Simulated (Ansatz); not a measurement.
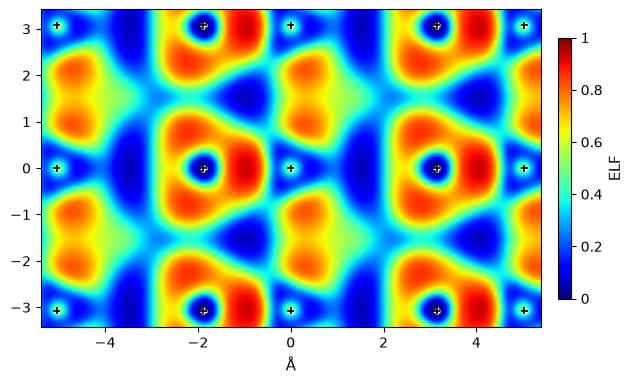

The electron localisation function on a plane through atoms (crosses mark nuclei in the plane).

Theory: Ansatz 0.2.0, DFT PBEsol, scalar-relativistic, plane waves, PAW.

Candidates:
A. SiC, a = 3.08 Å, b = 3.08 Å, c = 10.08 Å, α = 90.00°, β = 90.00°, γ = 120.00°. Space group P6₃mc; a structure from a database of computed crystals, not necessarily the ambient phase.
B. HfS₂, a = 3.61 Å, b = 3.61 Å, c = 6.25 Å, α = 90.00°, β = 90.00°, γ = 120.00°. Space group P-3m1; a structure from a database of computed crystals, not necessarily the ambient phase; changed on purpose from its base cell (volume × 1.06, shape and atoms relaxed).

> Which candidate gave the map?

Candidate A: SiC on the (11̄0) plane of the conventional cell, which holds Si and C. Si–C (1.89 Å): the ELF peaks at about 0.95 between the atoms: localised, covalent bonding.
